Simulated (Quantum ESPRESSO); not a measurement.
## NiSi2: single-point calculation (part 2 of 2)

The same run, continued: NiSi2 (Fm-3m, 3 atoms in the cell); Kohn-Sham DFT of a periodic cell, PBE, SG15 PBE 1.2, spin-polarised (Quantum ESPRESSO 7.5); cutoff 952.4 eV, 9×9×9 k-mesh, fermi-dirac of 0.05 eV, collinear spins. The structure derives from an entry of the Crystallography Open Database. The volume is scaled by 1.04.

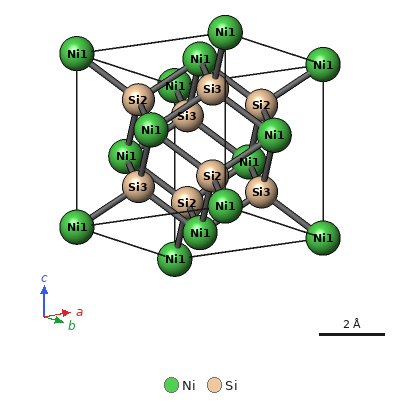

Figure 1. The structure as given in the input (ball-and-stick view of the cell 4 times as large as that of the calculation, set on its symmetry axes, seen at an oblique angle; atoms are numbered from 1 in the order of the input).

## Log, continued
```
   -91.4175 -51.8002 -51.7999 -51.7998   3.4605   4.7771   6.2502   8.3415
     8.7938   9.6473   9.7748  10.4267  10.5331  13.1860  16.3327  17.8436
    19.2186  21.2284  22.3450  22.3499  24.8202  26.0426  26.9171

          k =-0.0000-0.4714 0.4714 (  2736 PWs)   bands (ev):

   -91.4175 -51.8001 -51.8001 -51.7997   3.5645   4.2853   6.3744   8.5292
     8.9945   9.3445   9.9871  10.3117  10.9802  13.4804  16.9111  18.2461
    18.2899  20.6935  20.8094  21.1735  24.5444  27.1234  27.6030

          k = 0.6285 0.0000-0.0000 (  2746 PWs)   bands (ev):

   -91.4175 -51.8002 -51.7998 -51.7998   3.0673   5.8228   6.0007   8.6957
     8.6957   9.8020   9.8020   9.9162  10.1703  12.6075  14.6010  20.7453
    20.8310  20.8310  22.0160  24.2826  24.2826  26.3386  26.5572

          k =-0.0000-0.6285 0.6285 (  2742 PWs)   bands (ev):

   -91.4175 -51.8002 -51.7999 -51.7998   3.5441   5.4569   5.6533   8.4574
     8.7957   9.6330   9.7015  10.1463  10.2663  12.8237  14.9854  19.3222
    20.5912  22.3820  22.7971  23.2160  23.3839  26.7971  27.2827

          k = 0.3143 0.1571-0.0000 (  2737 PWs)   bands (ev):

   -91.4175 -51.7999 -51.7997 -51.7996   0.7797   6.4904   8.0497   8.5053
     9.2309   9.9356  10.7370  11.2093  12.6158  13.6662  15.9001  16.6146
    16.7045  18.7502  19.5746  21.2093  21.4634  24.8129  26.1103

          k = 0.3928 0.2357-0.0786 (  2750 PWs)   bands (ev):

   -91.4175 -51.8001 -51.7997 -51.7996   1.6256   5.4709   7.8837   8.6800
     9.0054   9.7796  10.0318  10.7599  11.8555  14.0990  15.4651  17.1846
    17.3214  18.7438  20.7878  22.6290  23.4211  24.4595  26.8212

          k =-0.2357-0.3928 0.5500 (  2737 PWs)   bands (ev):

   -91.4175 -51.8002 -51.7998 -51.7997   2.7400   4.1523   7.8889   8.3934
     9.0146   9.6870   9.9685  10.6299  11.2971  14.2153  15.1422  17.6685
    18.2024  18.9803  21.0748  22.5550  24.9469  25.7235  25.8750

          k = 0.4714 0.1571-0.0000 (  2745 PWs)   bands (ev):

   -91.4175 -51.8001 -51.7998 -51.7997   1.9009   5.8432   7.7666   8.1023
     8.7214   9.8172  10.1113  10.4460  11.1474  13.2832  15.5746  17.3175
    19.1315  19.8352  21.8322  22.5638  23.9957  24.3787  26.2819

          k =-0.1571-0.4714 0.6285 (  2730 PWs)   bands (ev):

   -91.4175 -51.8001 -51.7999 -51.7997   2.8945   4.9312   7.1634   7.6975
     9.0128   9.6408   9.9540  10.3074  10.9104  13.7652  16.2533  16.8821
    19.6983  19.9894  21.3291  23.9144  24.1766  25.0145  26.2984

          k =-0.0786-0.3928 0.5500 (  2743 PWs)   bands (ev):

   -91.4175 -51.8001 -51.8000 -51.7997   3.6648   4.0884   6.8349   7.7926
     9.1694   9.5492   9.8909  10.3247  10.9478  14.1551  15.7602  18.4979
    19.0394  19.4313  20.5271  23.0018  25.2324  25.8050  26.4614

          k =-0.0000-0.3143 0.4714 (  2744 PWs)   bands (ev):

   -91.4175 -51.8001 -51.7999 -51.7997   2.5465   4.9777   7.1248   8.2555
     9.0959   9.4477  10.1725  10.2196  11.3367  14.6654  15.0247  17.8907
    18.3122  20.3794  20.6204  21.6629  23.6640  26.0119  27.1356

          k =-0.0786-0.5500 0.7071 (  2739 PWs)   bands (ev):

   -91.4175 -51.8002 -51.7999 -51.7998   3.2666   5.4897   6.0277   7.9092
     9.0226   9.6533   9.8047  10.1261  10.5465  13.1452  15.3559  18.1562
    20.8984  21.7373  21.8947  23.0081  24.5842  25.8793  26.7638

          k =-0.0000-0.4714 0.6285 (  2741 PWs)   bands (ev):

   -91.4175 -51.8001 -51.8000 -51.7998   3.9164   4.7245   5.9315   7.5703
     9.2612   9.5481   9.7620  10.1855  10.7009  13.6705  16.5206  17.0337
    20.2915  20.4844  21.9605  23.7877  24.4503  25.5257  26.5187

          k =-0.0786-0.3928 0.7071 (  2743 PWs)   bands (ev):

   -91.4175 -51.8001 -51.8000 -51.7998   3.8460   4.6162   6.5654   6.8556
     9.3855   9.5548   9.7988  10.1515  10.8405  14.7282  15.5618  17.4339
    19.0551  20.8201  21.5719  24.0805  24.8779  25.2343  25.8918

 ------ SPIN DOWN ----------

          k = 0.0000 0.0000 0.0000 (  2733 PWs)   bands (ev):

   -91.4175 -51.7994 -51.7994 -51.7994  -0.3881   8.1285   8.1285   8.1285
     9.8020   9.8020  12.4900  14.7455  14.7455  14.7455  15.4190  15.4190
    15.4190  17.7404  17.7404  17.7404  19.9530  19.9530  22.1359

          k = 0.0786 0.0786-0.0786 (  2734 PWs)   bands (ev):

   -91.4175 -51.7995 -51.7995 -51.7995  -0.2106   7.7409   8.1842   8.1842
     9.7707   9.7707  12.2831  13.6015  14.0807  14.0807  15.9981  15.9981
    16.8850  17.3100  17.3100  17.5180  21.0427  21.0427  22.9339

          k = 0.1571 0.1571-0.1571 (  2752 PWs)   bands (ev):

   -91.4175 -51.7998 -51.7995 -51.7995   0.3166   6.7218   8.3253   8.3253
     9.7243   9.7243  11.0429  13.2298  13.2298  13.8502  15.6714  15.6714
    16.6103  18.1332  18.1332  18.7291  23.0810  23.0810  25.1078

          k = 0.2357 0.2357-0.2357 (  2761 PWs)   bands (ev):

   -91.4175 -51.8001 -51.7996 -51.7996   1.1747   5.3165   8.4715   8.4715
     9.7725   9.7725  10.0624  12.4225  12.4225  14.3906  15.1573  15.1573
    15.9636  19.7816  19.7816  20.3490  25.3743  25.3743  26.6011

          k = 0.3143 0.3143-0.3143 (  2758 PWs)   bands (ev):

   -91.4175 -51.8002 -51.7996 -51.7996   2.3066   3.8290   8.5434   8.5434
     9.6038   9.9278   9.9278  11.8431  11.8431  14.7531  14.9131  14.9131
    15.5402  21.6287  21.6287  22.1951  24.5730  24.5888  24.5888

          k = 0.1571 0.0000-0.0000 (  2734 PWs)   bands (ev):

   -91.4175 -51.7995 -51.7995 -51.7995  -0.1515   7.7534   8.1500   8.1500
     9.6560   9.8452  12.5230  13.2154  13.2154  14.3455  15.4693  16.2708
    17.2014  17.2014  18.1072  18.1072  20.0244  21.7630  23.1335

          k = 0.2357 0.0786-0.0786 (  2740 PWs)   bands (ev):

   -91.4175 -51.7997 -51.7995 -51.7995   0.2590   7.0634   8.2226   8.2723
     9.4899   9.8708  11.4825  12.4595  12.9018  13.7481  15.7829  16.2137
    17.1500  17.6468  18.9188  19.0927  21.2602  23.2506  24.7283

          k = 0.3143 0.1571-0.1571 (  2727 PWs)   bands (ev):

   -91.4175 -51.8000 -51.7996 -51.7996   1.0069   5.8623   8.3601   8.4115
     9.3973   9.9166  10.2489  11.8358  12.2678  13.7720  16.0026  16.2978
    16.8481  17.5489  20.5029  20.8030  23.4048  25.2604  26.6772

          k = 0.3928 0.2357-0.2357 (  2752 PWs)   bands (ev):

   -91.4175 -51.8002 -51.7996 -51.7996   2.0558   4.4181   8.4119   8.5038
     9.3614   9.7711   9.9834  11.4396  11.5433  13.8760  15.6611  16.3526
    16.4329  19.0908  22.1828  22.6141  24.3111  24.3267  26.3495

          k =-0.2357-0.3928 0.3928 (  2738 PWs)   bands (ev):

   -91.4174 -51.8002 -51.7997 -51.7996   2.8238   3.5311   8.2902   8.6195
     9.3225   9.8460   9.9473  11.0897  11.5882  14.0545  15.2880  15.9469
    16.7887  21.0817  21.4534  21.8971  24.9649  25.0880  25.3004

          k =-0.1571-0.3143 0.3143 (  2758 PWs)   bands (ev):

   -91.4175 -51.8001 -51.7997 -51.7996   1.6772   4.8955   8.1674   8.6641
     9.5804   9.6936   9.9640  11.1612  12.3001  14.4119  15.1283  15.4588
    17.3280  19.5193  19.8532  22.6528  23.7399  25.3345  27.1885

          k =-0.0786-0.2357 0.2357 (  2742 PWs)   bands (ev):

   -91.4175 -51.7999 -51.7996 -51.7995   0.7214   6.2669   8.1091   8.5400
     9.5169   9.8604  10.5745  11.5628  13.3498  14.6879  15.0911  15.2162
    17.8909  17.8921  18.4068  20.8646  22.3802  25.2309  26.0716

          k =-0.0000-0.1571 0.1571 (  2747 PWs)   bands (ev):

   -91.4175 -51.7997 -51.7995 -51.7995   0.0835   7.2649   8.1218   8.3305
     9.6362   9.8146  11.9257  12.1142  14.1218  14.5710  14.9108  16.0187
    17.0114  17.4387  17.9526  18.9288  20.9839  22.9598  24.1223

          k = 0.3143 0.0000-0.0000 (  2738 PWs)   bands (ev):

   -91.4175 -51.7998 -51.7996 -51.7996   0.5501   7.0091   8.2342   8.2342
     9.1039   9.9560  11.7298  11.7298  12.0060  12.5652  15.2851  17.2950
    18.5062  18.5062  20.1130  20.1130  20.2284  23.4639  25.5085

          k = 0.3928 0.0786-0.0786 (  2745 PWs)   bands (ev):

   -91.4175 -51.8000 -51.7997 -51.7996   1.1792   6.3289   8.2760   8.3427
     8.6983  10.0143  10.3947  11.1485  11.4638  12.9669  15.4692  17.9638
    18.0673  18.5536  21.5423  21.7206  21.7501  24.7301  26.6967

          k = 0.4714 0.1571-0.1571 (  2751 PWs)   bands (ev):

   -91.4174 -51.8001 -51.7997 -51.7997   2.1162   5.1673   7.8971   8.5140
     8.6067   9.7642  10.0133  10.8193  11.0087  13.3133  16.6166  17.0861
    18.0905  18.5715  22.9475  23.5566  23.9156  24.2222  25.1540

          k =-0.1571-0.4714 0.4714 (  2739 PWs)   bands (ev):

   -91.4174 -51.8002 -51.7998 -51.7997   3.2463   3.8650   7.4556   8.6861
     8.7137   9.7453   9.8515  10.6340  11.0113  13.5497  16.4249  17.4419
    18.4193  19.1698  21.6887  21.9211  25.5406  25.8818  26.8434

          k =-0.0786-0.3928 0.3928 (  2726 PWs)   bands (ev):

   -91.4174 -51.8001 -51.7998 -51.7996   2.4922   4.6254   7.3103   8.9060
     9.0312   9.3692  10.0881  10.4082  11.6222  13.8691  15.9540  16.8053
    19.4176  19.8264  19.9729  20.8412  24.4472  25.8435  27.6272

          k =-0.0000-0.3143 0.3143 (  2732 PWs)   bands (ev):

   -91.4175 -51.8000 -51.7998 -51.7996   1.4590   5.6517   7.6172   8.8288
     9.3008   9.7245  10.0061  10.6821  12.4841  14.3867  15.5285  15.8751
    18.4464  18.8062  19.4021  21.9414  23.4133  24.1873  27.6293

          k = 0.4714 0.0000-0.0000 (  2754 PWs)   bands (ev):

   -91.4175 -51.8000 -51.7997 -51.7997   1.6815   6.3587   7.6937   8.4210
     8.4210  10.0848  10.4374  10.5728  10.5728  12.5931  14.7966  19.6380
    19.6380  19.6893  20.5141  23.0395  23.0395  24.8310  26.4305

          k = 0.5500 0.0786-0.0786 (  2736 PWs)   bands (ev):

   -91.4174 -51.8001 -51.7998 -51.7997   2.4786   5.8140   6.8158   8.4417
     8.5816   9.7835  10.0016  10.3113  10.5113  12.8478  15.0959  18.8482
    19.7448  20.6614  22.2291  24.2105  24.2594  24.9776  25.3768

          k =-0.0786-0.5500 0.5500 (  2748 PWs)   bands (ev):

   -91.4174 -51.8001 -51.7999 -51.7997   3.4605   4.7771   6.2502   8.3415
     8.7938   9.6474   9.7748  10.4267  10.5331  13.1860  16.3327  17.8437
    19.2187  21.2284  22.3450  22.3499  24.8203  26.0426  26.9254

          k =-0.0000-0.4714 0.4714 (  2736 PWs)   bands (ev):

   -91.4174 -51.8000 -51.8000 -51.7997   3.5645   4.2854   6.3744   8.5293
     8.9945   9.3445   9.9871  10.3117  10.9802  13.4805  16.9111  18.2462
    18.2899  20.6935  20.8094  21.1735  24.5444  27.1235  27.6031

          k = 0.6285 0.0000-0.0000 (  2746 PWs)   bands (ev):

   -91.4174 -51.8002 -51.7998 -51.7998   3.0673   5.8228   6.0007   8.6957
     8.6957   9.8020   9.8020   9.9162  10.1703  12.6076  14.6011  20.7453
    20.8310  20.8310  22.0160  24.2826  24.2826  26.3386  26.5572

          k =-0.0000-0.6285 0.6285 (  2742 PWs)   bands (ev):

   -91.4174 -51.8002 -51.7998 -51.7998   3.5441   5.4569   5.6534   8.4575
     8.7957   9.6330   9.7015  10.1463  10.2663  12.8237  14.9854  19.3223
    20.5913  22.3820  22.7971  23.2160  23.3839  26.7971  27.2828

          k = 0.3143 0.1571-0.0000 (  2737 PWs)   bands (ev):

   -91.4175 -51.7999 -51.7996 -51.7996   0.7798   6.4904   8.0497   8.5054
     9.2309   9.9356  10.7370  11.2093  12.6158  13.6662  15.9001  16.6147
    16.7045  18.7502  19.5746  21.2093  21.4635  24.8130  26.1103

          k = 0.3928 0.2357-0.0786 (  2750 PWs)   bands (ev):

   -91.4175 -51.8001 -51.7997 -51.7996   1.6256   5.4709   7.8837   8.6800
     9.0054   9.7796  10.0318  10.7600  11.8555  14.0990  15.4651  17.1846
    17.3215  18.7439  20.7879  22.6290  23.4212  24.4596  26.8212

          k =-0.2357-0.3928 0.5500 (  2737 PWs)   bands (ev):

   -91.4174 -51.8002 -51.7998 -51.7996   2.7400   4.1523   7.8889   8.3935
     9.0146   9.6870   9.9685  10.6299  11.2971  14.2154  15.1422  17.6686
    18.2024  18.9803  21.0748  22.5550  24.9469  25.7235  25.8750

          k = 0.4714 0.1571-0.0000 (  2745 PWs)   bands (ev):

   -91.4174 -51.8001 -51.7998 -51.7997   1.9009   5.8432   7.7666   8.1023
     8.7214   9.8172  10.1114  10.4460  11.1474  13.2833  15.5747  17.3175
    19.1316  19.8352  21.8322  22.5639  23.9957  24.3787  26.2817

          k =-0.1571-0.4714 0.6285 (  2730 PWs)   bands (ev):

   -91.4174 -51.8001 -51.7999 -51.7997   2.8945   4.9312   7.1634   7.6975
     9.0128   9.6408   9.9540  10.3075  10.9104  13.7653  16.2533  16.8821
    19.6984  19.9894  21.3291  23.9144  24.1767  25.0145  26.2984

          k =-0.0786-0.3928 0.5500 (  2743 PWs)   bands (ev):

   -91.4174 -51.8001 -51.7999 -51.7997   3.6649   4.0884   6.8349   7.7926
     9.1694   9.5492   9.8909  10.3247  10.9478  14.1551  15.7602  18.4979
    19.0395  19.4313  20.5271  23.0018  25.2325  25.8050  26.4614

          k =-0.0000-0.3143 0.4714 (  2744 PWs)   bands (ev):

   -91.4174 -51.8001 -51.7999 -51.7997   2.5465   4.9777   7.1249   8.2555
     9.0959   9.4477  10.1725  10.2196  11.3367  14.6654  15.0247  17.8907
    18.3123  20.3794  20.6204  21.6629  23.6640  26.0119  27.1356

          k =-0.0786-0.5500 0.7071 (  2739 PWs)   bands (ev):

   -91.4174 -51.8002 -51.7998 -51.7998   3.2666   5.4897   6.0278   7.9092
     9.0226   9.6533   9.8047  10.1262  10.5465  13.1453  15.3559  18.1562
    20.8985  21.7374  21.8947  23.0081  24.5842  25.8794  26.7639

          k =-0.0000-0.4714 0.6285 (  2741 PWs)   bands (ev):

   -91.4174 -51.8001 -51.7999 -51.7998   3.9164   4.7245   5.9315   7.5703
     9.2612   9.5481   9.7620  10.1855  10.7009  13.6706  16.5206  17.0338
    20.2915  20.4845  21.9605  23.7877  24.4503  25.5257  26.5187

          k =-0.0786-0.3928 0.7071 (  2743 PWs)   bands (ev):

   -91.4174 -51.8001 -51.8000 -51.7998   3.8460   4.6162   6.5654   6.8556
     9.3855   9.5548   9.7988  10.1515  10.8405  14.7282  15.5618  17.4339
    19.0552  20.8202  21.5719  24.0806  24.8779  25.2344  25.8919

     the Fermi energy is    13.0677 ev

!    total energy              =    -324.15607933 Ry
     estimated scf accuracy    <          3.1E-11 Ry
     smearing contrib. (-TS)   =      -0.00041244 Ry
     internal energy E=F+TS    =    -324.15566689 Ry

     The total energy is F=E-TS. E is the sum of the following terms:
     one-electron contribution =    -231.75477923 Ry
     hartree contribution      =     126.18697557 Ry
     xc contribution           =     -35.20757461 Ry
     ewald contribution        =    -183.38028862 Ry

     total magnetization       =     0.00 Bohr mag/cell
     absolute magnetization    =     0.00 Bohr mag/cell

     convergence has been achieved in  13 iterations

     Forces acting on atoms (cartesian axes, Ry/au):

     atom    1 type  1   force =    -0.00000000   -0.00000000    0.00000000
     atom    2 type  2   force =    -0.00000000   -0.00000000   -0.00000000
     atom    3 type  2   force =     0.00000000    0.00000000    0.00000000

     Total force =     0.000000     Total SCF correction =     0.000000

     Computing stress (Cartesian axis) and pressure

          total   stress  (Ry/bohr**3)                   (kbar)     P=      -12.32
  -0.00008373  -0.00000000   0.00000000          -12.32       -0.00        0.00
  -0.00000000  -0.00008373  -0.00000000           -0.00      -12.32       -0.00
   0.00000000  -0.00000000  -0.00008373            0.00       -0.00      -12.32

=------------------------------------------------------------------------------=
   JOB DONE.
=------------------------------------------------------------------------------=
```

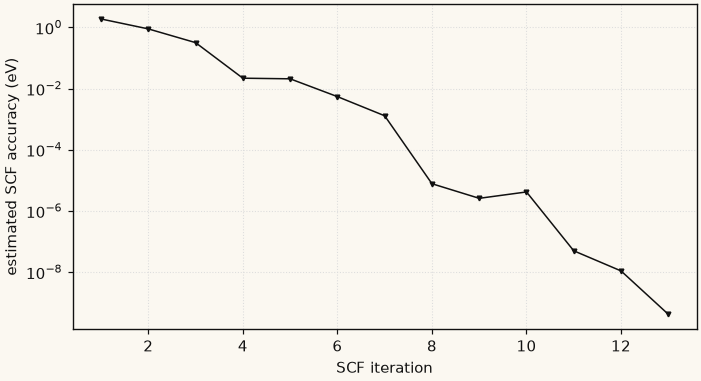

Figure 2. Convergence of the self-consistent field: estimated SCF accuracy against the iteration. The field takes 13 iterations in all.

The run was set up as follows.

## Input
```
&CONTROL
  calculation = 'scf'
  prefix = 'pwscf'
  outdir = './tmp'
  pseudo_dir = './pseudo'
  tprnfor = .true.
  tstress = .true.
  disk_io = 'nowf'
/
&SYSTEM
  ibrav = 0
  nat = 3
  ntyp = 2
  ecutwfc = 70
  nbnd = 23
  occupations = 'smearing'
  smearing = 'fd'
  degauss = 0.00367493
  nspin = 2
  starting_magnetization(1) = 0.0556
  starting_magnetization(2) = 0
/
&ELECTRONS
  conv_thr = 6d-10
  electron_maxstep = 120
  mixing_beta = 0.3
/
ATOMIC_SPECIES
Ni    58.6934 Ni_ONCV_PBE-1.2.upf
Si    28.0850 Si_ONCV_PBE-1.2.upf
CELL_PARAMETERS angstrom
   0.0000000000    2.7385698685    2.7385698685
   2.7385698685    0.0000000000    2.7385698685
   2.7385698685    2.7385698685    0.0000000000
ATOMIC_POSITIONS crystal
Ni     0.0000000000    0.0000000000    0.0000000000
Si     0.7500000000    0.7500000000    0.7500000000
Si     0.2500000000    0.2500000000    0.2500000000
K_POINTS automatic
9 9 9 0 0 0
```

Run as:
```bash
OMP_NUM_THREADS=1 pw.x -in pw.in > pw.out
```

## Key numbers

- outcome: converged
- space group (tolerance 0.01 Å): Fm-3m (225)
- electrons treated: 26
- free energy: −4410.3681 eV
- Fermi energy: 13.068 eV
- gap on the k-point mesh: none (metallic)
- net moment of the cell: 0.00 μB
- integrated absolute moment: 0.00 μB
- pressure: −1.23 GPa
- largest force (length of the vector): under 0.001 eV/Å
- hardware: 1 thread of Arm Neoverse V2, 24 GiB of memory available, shared host
- wall time: 78 s
- peak memory: 0.13 GiB
